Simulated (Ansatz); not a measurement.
**Single-point calculation, with input and output: Ta15N13 (part 1 of 2)**

The run: single-point calculation of Ta15N13 (slab, 28 atoms in the cell). Method and program: DFT, PBEsol, plane waves, PAW, Ueff = -5 eV on Ta d, no spin polarisation (Ansatz 0.2.0).

The structure derives from an entry of the Crystallography Open Database. Some settings of this run were made unusual or wrong on purpose.

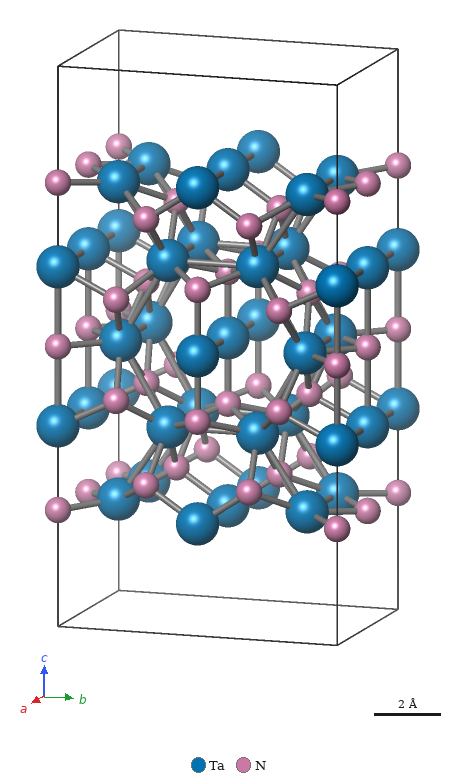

Fig. 1: The structure as given in the input (ball-and-stick view of the 2 × 1 repeat of the cell, with the vacuum cut short, seen slightly off an axis). An atom can appear more than once, as a periodic image.

**Input file**
```yaml
crystal:
  lattice:
    - [2.9035873959, 0.0, 0.0]
    - [0.0, 9.0154793236, 0.0]
    - [0.0, 0.0, 25.4101788287]
  atoms:
    - { symbol: Ta, position: [0.0, 0.5, 0.2934614162] }
    - { symbol: Ta, position: [0.5, 0.16196842, 0.3050305131] }
    - { symbol: Ta, position: [0.5, 0.83803158, 0.3050305131] }
    - { symbol: "N", position: [0.0, 0.0, 0.2988283242] }
    - { symbol: "N", position: [0.0, 0.3155098011, 0.3365419795] }
    - { symbol: "N", position: [0.0, 0.6844901989, 0.3365419795] }
    - { symbol: Ta, position: [0.0, 0.0, 0.4023198055] }
    - { symbol: Ta, position: [0.5, 0.6603527185, 0.3975875183] }
    - { symbol: Ta, position: [0.5, 0.3396472815, 0.3975875183] }
    - { symbol: "N", position: [0.0, 0.5, 0.4190433266] }
    - { symbol: "N", position: [0.0, 0.7918438479, 0.4378571272] }
    - { symbol: "N", position: [0.0, 0.2081561521, 0.4378571272] }
    - { symbol: Ta, position: [0.0, 0.5, 0.5000007029] }
    - { symbol: Ta, position: [0.5, 0.1694546914, 0.4999999419] }
    - { symbol: Ta, position: [0.5, 0.8305453086, 0.4999999419] }
    - { symbol: "N", position: [0.0, 0.0, 0.5000050944] }
    - { symbol: "N", position: [0.0, 0.208163541, 0.5621418811] }
    - { symbol: "N", position: [0.0, 0.791836459, 0.5621418811] }
    - { symbol: Ta, position: [0.0, 0.0, 0.5976749716] }
    - { symbol: Ta, position: [0.5, 0.6603513687, 0.6024129358] }
    - { symbol: Ta, position: [0.5, 0.3396486313, 0.6024129358] }
    - { symbol: "N", position: [0.0, 0.5, 0.5809577109] }
    - { symbol: "N", position: [0.0, 0.6844903009, 0.6634580627] }
    - { symbol: "N", position: [0.0, 0.3155096991, 0.6634580627] }
    - { symbol: Ta, position: [0.0, 0.5, 0.7065385373] }
    - { symbol: Ta, position: [0.5, 0.1619672097, 0.6949686386] }
    - { symbol: Ta, position: [0.5, 0.8380327903, 0.6949686386] }
    - { symbol: "N", position: [0.0, 0.0, 0.7011729141] }
basis:
  ecutwfc: 420
kpoints:
  mp_grid: { grid: [12, 4, 1] }
hamiltonian:
  xc: pbesol
  hubbard: { sites: [{ species: Ta, l: d, u_eff: -5.0 }] }
scf:
  occupations: { method: gaussian, width: 0.1 }
  max_iter: 100
output:
  forces: true
  eigenvalues: true
efield:
  axis: 3
  dipole_correction: true
  ramp_width: 0.04
```

Hardware: 4 threads of Intel Xeon (Granite Rapids), 32 GiB of memory available, shared host.

Launched with:
```bash
ansatz run input.yaml --threads 4 --pin off --max-ram 10240MiB --backend cpu --events-out ev --progress --plain --runs-dir out
```

**Log**
```
Ta: projections on atomic orbitals take those of the free atom [Kr 4d10 4f14] 5s2 5p6 5d3 6s2, of charge +0.00 (hamiltonian.pseudopotentials.projection_atoms); the dataset's partial waves leave at most 6.0e-5 of an orbital's norm unspanned inside its sphere
N: projections on atomic orbitals take those of the free atom [He] 2s2 2p3, of charge +0.00 (hamiltonian.pseudopotentials.projection_atoms); the dataset's partial waves leave at most 9.3e-9 of an orbital's norm unspanned inside its sphere
Engine: ansatz 0.2.0, x86_64-unknown-linux-gnu
Pseudopotentials: kind: paw
Pseudopotential: Ta, paw, valence charge 13, recommended cutoff 420 eV (normal), Ta.paw.azcp
Pseudopotential: N, paw, valence charge 5, recommended cutoff 420 eV (normal), N.paw.azcp
Functional definition: PBEsol
  exchange = pbesol_x
  correlation = pbesol_c
Crystal: 28 atoms, lattice volume = 665.168 Å³
Basis set: ecut = 420 eV, 12951 PW (Γ), exchange–correlation on 40×128×360 points (8 copies of the dense FFT grid, shifted against one another)
Bands: 158, of which v1, the nominal top of the filled ones, is band 130 counted from 1 (129 counted from 0)
Symmetry: 4 space group operations
Space group: Pmm2 (ITA 25), of the structure as read, at distance tolerance 8.7e-5 Å
k-points: 21 of 48
Non-local potential: Ta, projectors of the file, l = 0: 3, l = 1: 2, l = 2: 2, l = 3: 1
Non-local potential: N, projectors of the file, l = 0: 2, l = 1: 2, l = 2: 1
PAW form: soft (Blöchl's): semilocal exchange-correlation on the pseudo side does not see the compensation charge
PAW frozen core: Ta, regenerated for the run's functional, and the local potential with it (the file was generated under x = pbe(κ = 0.804, μ = 0.2195149727645171), c = pbe(β = 0.06672455060314922))
PAW frozen core: N, regenerated for the run's functional, and the local potential with it (the file was generated under x = pbe(κ = 0.804, μ = 0.2195149727645171), c = pbe(β = 0.06672455060314922))
PAW one-centre angular grid: Ta, 590 points (default); XC on 64 Gauss nodes
PAW one-centre angular grid: N, 110 points (default); XC on 64 Gauss nodes
Initial density: superposition of atomic densities (neutral atoms: chi_scale 0, normalization atom)
Initial wavefunctions: pseudopotential atomic-orbital guess
Functional: x = pbesol(κ = 0.804, μ = 0.12345679012345678), c = pbesol(β = 0.046)
SCF iter   1: F=—  HF=-152151.324917 eV  |F-HF|=—  |Δ(HF+E_count)|=         —  Δρ=9.35e-2  dr2=1.19e2  ethr=3.10e-3  p=0.000 e·Å  D=3.20e-10 V/Å  ΔV_dip=-0.00 eV  dr2_dipole=2.67e-6  V_vac-E_F(+/−)=7.45/7.45 eV  ⟨swp⟩=8.7  Hψ=16435  notcnv=0
efield: sawtooth ramp at fractional position 0.9800 (placed from the atoms, in the widest stretch of the axis that holds none; the zero of the levels goes with the place), width 0.0400; the density the first Hamiltonian is built on has a dipole p = 0.000 e·Å; the dipole correction subtracts the counter field D = 3.20e-10 V/Å, which shifts the + side's vacuum level by -0.00 eV against the − side's; the planar-averaged density in the ramp window peaks in size at 6.1e-6 e/Å³
preconditioner: auto → LDOS  [metal: Δε(μ)=0.018 eV  Ē_g=9.789 eV  σ=0.100 eV  W_gap=0.10  n_scr=138 (ndim 8)  ℏωp=17.0 eV  f_vac=0.443  D(μ)=11.18/eV (n_scr^D=58)  β→1.0]
SCF iter   2: F=—  HF=-152143.120474 eV  |F-HF|=—  |Δ(HF+E_count)|=    8.20e0  Δρ=9.99e-2  dr2=7.65e1  ethr=3.10e-3  p=-0.001 e·Å  D=-2.80e-4 V/Å  ΔV_dip=0.01 eV  dr2_dipole=2.05e-4  V_vac-E_F(+/−)=4.55/4.54 eV  ⟨swp⟩=4.9  Hψ=9261  notcnv=0  defer=393
SCF iter   3: F=—  HF=-152127.675438 eV  |F-HF|=—  |Δ(HF+E_count)|=    1.54e1  Δρ=1.61e-2  dr2=4.28e0  ethr=3.10e-3  p=-0.000 e·Å  D=-1.10e-4 V/Å  ΔV_dip=0.00 eV  dr2_dipole=3.03e-6  V_vac-E_F(+/−)=5.13/5.13 eV  ⟨swp⟩=4.1  Hψ=7624  notcnv=0  defer=391
SCF iter   4: F=—  HF=-152126.984200 eV  |F-HF|=—  |Δ(HF+E_count)|=   6.91e-1  Δρ=5.58e-3  dr2=5.24e-1  ethr=1.65e-3  p=-0.000 e·Å  D=-8.51e-5 V/Å  ΔV_dip=0.00 eV  dr2_dipole=1.11e-4  V_vac-E_F(+/−)=4.68/4.68 eV  ⟨swp⟩=3.2  Hψ=4678  notcnv=0  defer=379
SCF iter   5: F=—  HF=-152126.921041 eV  |F-HF|=—  |Δ(HF+E_count)|=   6.32e-2  Δρ=2.70e-3  dr2=9.10e-2  ethr=2.01e-4  p=-0.000 e·Å  D=-4.43e-5 V/Å  ΔV_dip=0.00 eV  dr2_dipole=6.91e-7  V_vac-E_F(+/−)=4.60/4.60 eV  ⟨swp⟩=2.5  Hψ=4550  notcnv=0  defer=379
SCF iter   6: F=—  HF=-152126.911904 eV  |F-HF|=—  |Δ(HF+E_count)|=   9.14e-3  Δρ=1.48e-3  dr2=2.23e-2  ethr=3.50e-5  p=-0.000 e·Å  D=-2.98e-5 V/Å  ΔV_dip=0.00 eV  dr2_dipole=9.05e-6  V_vac-E_F(+/−)=4.59/4.59 eV  ⟨swp⟩=2.4  Hψ=4384  notcnv=0  defer=379
SCF iter   7: F=—  HF=-152126.910133 eV  |F-HF|=—  |Δ(HF+E_count)|=   1.77e-3  Δρ=8.71e-4  dr2=8.91e-3  ethr=8.58e-6  p=-0.000 e·Å  D=-9.49e-6 V/Å  ΔV_dip=0.00 eV  dr2_dipole=2.75e-8  V_vac-E_F(+/−)=4.60/4.60 eV  ⟨swp⟩=2.0  Hψ=4565  notcnv=0  defer=379
SCF iter   8: F=—  HF=-152126.909508 eV  |F-HF|=—  |Δ(HF+E_count)|=   6.25e-4  Δρ=5.96e-4  dr2=3.30e-3  ethr=3.43e-6  p=-0.000 e·Å  D=-3.86e-6 V/Å  ΔV_dip=0.00 eV  dr2_dipole=2.66e-6  V_vac-E_F(+/−)=4.60/4.60 eV  ⟨swp⟩=2.1  Hψ=4730  notcnv=0  defer=379
SCF iter   9: F=—  HF=-152126.909294 eV  |F-HF|=—  |Δ(HF+E_count)|=   2.15e-4  Δρ=4.01e-4  dr2=1.41e-3  ethr=1.27e-6  p=0.000 e·Å  D=4.78e-6 V/Å  ΔV_dip=-0.00 eV  dr2_dipole=1.02e-6  V_vac-E_F(+/−)=4.60/4.60 eV  ⟨swp⟩=3.0  Hψ=5210  notcnv=0  defer=379
SCF iter  10: F=—  HF=-152126.909253 eV  |F-HF|=—  |Δ(HF+E_count)|=   4.08e-5  Δρ=1.92e-4  dr2=3.67e-4  ethr=5.42e-7  p=0.000 e·Å  D=3.28e-6 V/Å  ΔV_dip=-0.00 eV  dr2_dipole=2.41e-8  V_vac-E_F(+/−)=4.59/4.59 eV  ⟨swp⟩=2.3  Hψ=4901  notcnv=0  defer=379
SCF iter  11: F=—  HF=-152126.909273 eV  |F-HF|=—  |Δ(HF+E_count)|=   2.00e-5  Δρ=9.39e-5  dr2=7.15e-5  ethr=1.41e-7  p=0.000 e·Å  D=3.66e-6 V/Å  ΔV_dip=-0.00 eV  dr2_dipole=1.58e-8  V_vac-E_F(+/−)=4.59/4.59 eV  ⟨swp⟩=2.3  Hψ=4742  notcnv=0  defer=379
SCF iter  12: F=—  HF=-152126.909312 eV  |F-HF|=—  |Δ(HF+E_count)|=   3.88e-5  Δρ=4.34e-5  dr2=1.13e-5  ethr=2.75e-8  p=0.000 e·Å  D=2.97e-6 V/Å  ΔV_dip=-0.00 eV  dr2_dipole=4.97e-11  V_vac-E_F(+/−)=4.59/4.59 eV  ⟨swp⟩=2.0  Hψ=5061  notcnv=0  defer=379
SCF iter  13: F=—  HF=-152126.909314 eV  |F-HF|=—  |Δ(HF+E_count)|=   2.47e-6  Δρ=1.74e-5  dr2=2.64e-6  ethr=4.35e-9  p=0.000 e·Å  D=2.73e-6 V/Å  ΔV_dip=-0.00 eV  dr2_dipole=3.17e-9  V_vac-E_F(+/−)=4.60/4.60 eV  ⟨swp⟩=3.0  Hψ=5306  notcnv=0  defer=379
SCF iter  14: F=—  HF=-152126.909315 eV  |F-HF|=—  |Δ(HF+E_count)|=   1.13e-6  Δρ=8.96e-6  dr2=8.90e-7  ethr=1.02e-9  p=0.000 e·Å  D=2.84e-6 V/Å  ΔV_dip=-0.00 eV  dr2_dipole=1.50e-9  V_vac-E_F(+/−)=4.60/4.60 eV  ⟨swp⟩=2.5  Hψ=4680  notcnv=0  defer=379
SCF iter  15: F=—  HF=-152126.909316 eV  |F-HF|=—  |Δ(HF+E_count)|=   3.55e-7  Δρ=4.39e-6  dr2=2.76e-7  ethr=3.42e-10  p=0.000 e·Å  D=2.50e-6 V/Å  ΔV_dip=-0.00 eV  dr2_dipole=7.06e-9  V_vac-E_F(+/−)=4.60/4.60 eV  ⟨swp⟩=2.4  Hψ=4744  notcnv=0  defer=379
SCF iter  16: F=—  HF=-152126.909316 eV  |F-HF|=—  |Δ(HF+E_count)|=   6.19e-8  Δρ=2.54e-6  dr2=1.13e-7  ethr=3.85e-11  p=0.000 e·Å  D=2.75e-6 V/Å  ΔV_dip=-0.00 eV  dr2_dipole=2.72e-9  V_vac-E_F(+/−)=4.60/4.60 eV  ⟨swp⟩=21.0  Hψ=20807  notcnv=0
SCF iter  17: F=-152126.909316 eV  HF=-152126.909316 eV  |F-HF|=6.11e-9  |Δ(HF+E_count)|=   4.36e-8  Δρ=1.25e-6  dr2=1.84e-8  ethr=3.85e-11  p=0.000 e·Å  D=2.51e-6 V/Å  ΔV_dip=-0.00 eV  dr2_dipole=1.97e-9  V_vac-E_F(+/−)=4.60/4.60 eV  ⟨swp⟩=5.0  Hψ=9479  notcnv=0
SCF 1 converged in 17 iterations: F = -152126.909316 eV  dr2 = 1.84e-8
  greatest PAW one-centre occupation: 1.000 electrons in one spin orbital (limit 2), on the Ta atom at site 20 (counted from 0), in its partial waves of l = 0
```

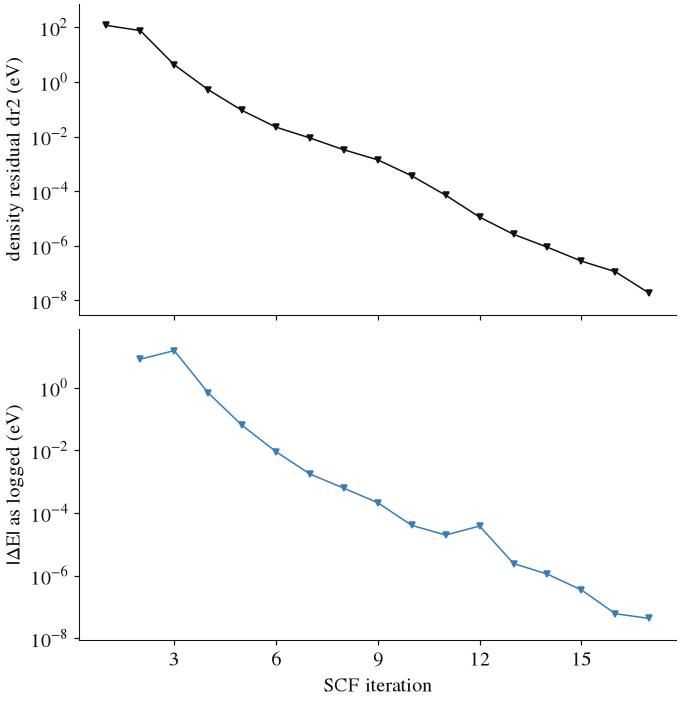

Fig. 2: Convergence of the self-consistent field: density residual dr2 and size of the energy change against the SCF iteration. The residual falls at every step.

```
SCF converged after 17 iterations
Free energy (F): -152126.909316 eV
Harris-Foulkes:  -152126.909316 eV  (|F-HF|=6.11e-9)
Internal energy: -152126.853891 eV  (E = F + TS)
E sigma→0 (E₀):  -152126.881604 eV
Entropy (-TS):   -0.055425 eV (-1.979 meV/atom)
Fermi energy:    7.132840 eV
Dipole field:    D = 0.000035 V/Å  (p = 0.000129 e·Å, saw-weighted, corrected)
Work function:   Φ+ = 4.5963 eV   Φ− = 4.5972 eV
Levels:          The Fermi level and band energies are counted from a zero that moves with the ramp; work functions are not
--- Per-component energies (eV) ---
  E_band       = -4240.188089
  E_kinetic    = 7217.063751
  E_local      = -275742.460405  (includes V_loc(G=0)·N_el)
  E_nonlocal   = 859.106068
  E_hartree    = 134748.332860
  E_xc         = -4032.942537
  E_vxc        = -4051.034135  (∫ρ·V_xc dr)
  E_hubbard    = -88.285395  (on-site DFT+U / exact-exchange correction)
  E_vhub       = -32.047644  (the Hubbard potential's part of the band-sum identity)
  E_paw        = -125687.699418  (= ΣΔE_a)
  E_vpaw       = -1987.514226  (= ΣTr[D̂ρ^β])
  E_aug_tail   = 0.003671  (compensation charges beyond the density's cutoff)
  E_efield     = 0.000000  (sawtooth field / dipole correction)
  E_vefield    = 0.000000  (∫n·V_field dr)
  E_ewald      = 110596.457532
  E_core_change = 3.569982  (= ΣΔE_core)
  E_smearing   = -0.055425  (= −TS)
  E_closure    = 0.000000  (closes the sum)
  Σ components = -152126.909316   (vs F -152126.909316, Δ=0.00e0)
```
